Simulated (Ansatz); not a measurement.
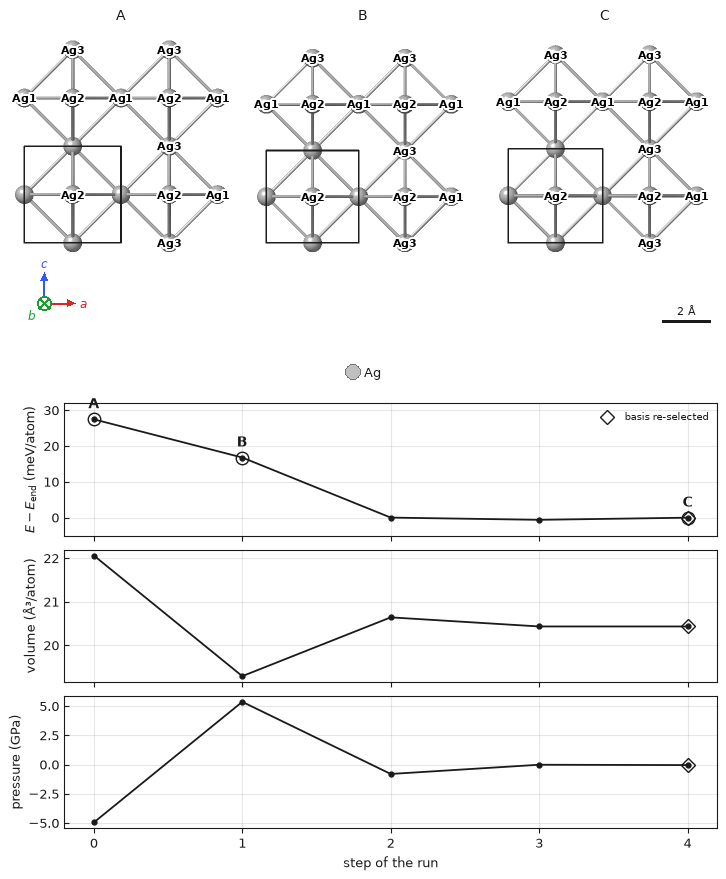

Frames of a relaxation of crystalline Ag (set up in Pm-3m) (coarse preliminary run), marked on the history of the run. Style: ball-and-stick. Shown: the cell of the calculation, repeated 2 × 1 × 2 with one cell outlined, along the b axis.

Case: 2 of 2 Li taken out, relaxed.

Level of theory: DFT r2SCAN, scalar-relativistic, plane waves, PAW in Ansatz 0.2.0.

Input
```yaml
crystal:
  lattice:
    - [4.04512754, 0.0, 0.0]
    - [0.0, 4.04512754, 0.0]
    - [0.0, 0.0, 4.04512754]
  atoms:
    - { symbol: Ag, position: [0.0, 0.5, 0.5] }
    - { symbol: Ag, position: [0.5, 0.0, 0.5] }
    - { symbol: Ag, position: [0.5, 0.5, 0.0] }
basis:
  ecutwfc: 500
kpoints:
  mp_grid: { grid: [6, 6, 6] }
hamiltonian:
  xc: r2scan
scf:
  occupations: { method: gaussian, width: 0.1 }
output:
  forces: true
  stress: true
  eigenvalues: true
relax:
  adjacent_minimum: "off"
  f_tol: 0.0325
  max_steps: 70
  cell: { stress_tol: 0.24 }
```

Command:
```bash
ansatz run input.yaml --threads 2 --pin off --max-ram 5120MiB --backend cpu --events-out ev --progress --plain --runs-dir out
```

> What happens along the run?

Over 3 accepted moves (4 points after the start) the energy falls by 27.5 meV per atom. All forces vanish by symmetry, so only the cell relaxes. The pressure goes from −4.94 to −0.04 GPa. At 1 point the geometry stayed and the basis and grid were re-selected for the new cell (energy shift of 0.6 meV per atom at most each time). No atom moves by more than 0.005 Å relative to the cell. The volume changes by −7.4 %, with a = b = c 4.045 → 3.943 Å (−2.5 %). Among the contacts that change: Ag1–Ag2 2.860 → 2.788 Å. The space group stays Pm-3m (No. 221). Cost: 4.8 s on 2 threads of AMD EPYC 9B45 (Zen 5), on a shared host, peak memory 0.54 GiB. From step 0 to 1: volume −12.6 %, energy −10.7 meV per atom. From step 1 to 4: volume +5.9 %, energy −16.8 meV per atom.
